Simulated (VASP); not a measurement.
```cif
data_structure
_symmetry_space_group_name_H-M 'P 1'
_symmetry_Int_Tables_number 1
_cell_length_a 5.6578
_cell_length_b 5.6578
_cell_length_c 5.6578
_cell_angle_alpha 90.000
_cell_angle_beta 90.000
_cell_angle_gamma 90.000
_cell_volume 181.11
loop_
_atom_site_label
_atom_site_type_symbol
_atom_site_fract_x
_atom_site_fract_y
_atom_site_fract_z
_atom_site_occupancy
Ge1 Ge 0.50000 0.00000 0.00000 1
Ge2 Ge 0.00000 0.50000 0.00000 1
Ge3 Ge 0.00000 0.00000 0.50000 1
Ge4 Ge 0.50000 0.50000 0.50000 1
Ge5 Ge 0.75000 0.25000 0.25000 1
Ge6 Ge 0.25000 0.75000 0.25000 1
Ge7 Ge 0.25000 0.25000 0.75000 1
Ge8 Ge 0.75000 0.75000 0.75000 1
```

Space group Fd-3m.

Method: VASP 6.6.1, Kohn-Sham DFT of a periodic cell, LDA, VASP PAW LDA potentials, recommended.

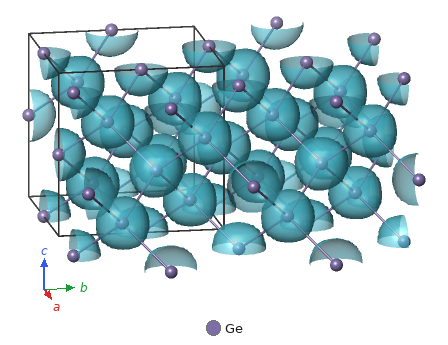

Ge. Isosurface of the valence charge density (pseudo) at 0.6 e/Å³ (cyan), seen slightly off an axis. Sticks mark near contacts.

The density is the valence pseudo-density of a PAW calculation; it isn't the true density close to the nuclei.

How is the density connected at this value?

Answer. At this value the density breaks into separate islands; it holds about 75 % of the electrons treated as valence. It bridges none of the near contacts. It is pinched off along the sampled Ge–Ge (2.45 Å) contacts. On the grid the lowest density along these lines, outside the cores, is 0.51 e/Å³ (Ge–Ge, 2.45 Å).
